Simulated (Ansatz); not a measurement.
System: ZnS.

```
Zn S
1.0
     3.65856    0.00000    0.00000
     0.00000    6.60084    0.00000
     0.00000    0.00000    6.23400
Zn S
4 4
Cartesian
  0.0000 2.2003 0.0000
  1.8293 5.5007 0.0000
  1.8293 1.1002 3.1170
  0.0000 4.4006 3.1170
  0.0000 2.2003 2.4001
  1.8293 5.5007 2.4001
  1.8293 1.1002 5.5171
  0.0000 4.4006 5.5171
```

Space group Cmc2₁; changed on purpose from its base cell (strain -0.0400 x Voigt [1, 0, 0, 0, 0, 0], atoms carried along); not relaxed (largest force 0.6 eV/Å); computed pressure about 6 GPa in this cell.

Theory: DFT PBE, scalar-relativistic, plane waves, PAW (Ansatz 0.2.0).

Question: What can the converged valence pseudo-density and electron localisation function tell about the bonding?

Answer: Zn–S (2.31 Å): ρ at the midpoint is about 0.54 e/Å³; the ELF peaks at about 0.90 in the valence shell of S, 0.8 Å from its nucleus, and is about 0.55 at the midpoint.
Zn–S (2.40 Å): ρ at the midpoint is about 0.44 e/Å³; the ELF peaks at about 0.90 in the valence shell of S, 0.9 Å from its nucleus, and is about 0.55 at the midpoint.

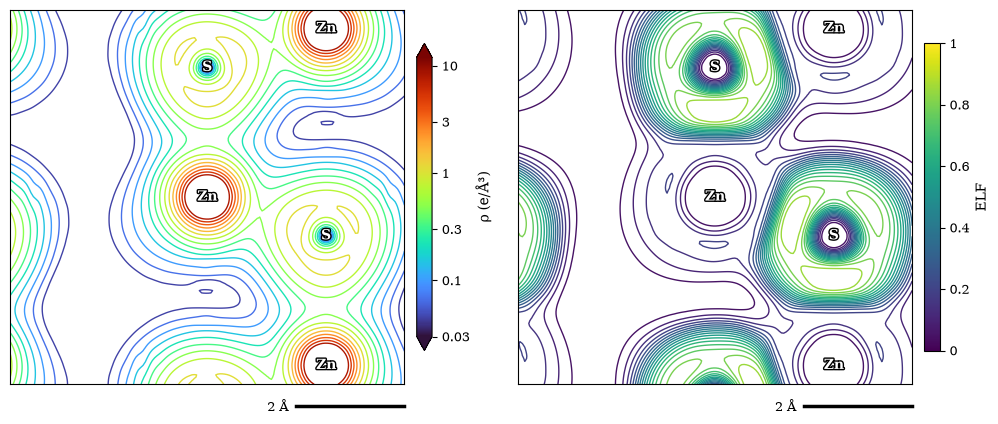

Computed valence pseudo-density and electron localisation function on the (100) plane of the conventional cell, in this order. 

Core electrons are frozen (PAW), and the valence fields are smoothed inside the atomic spheres.
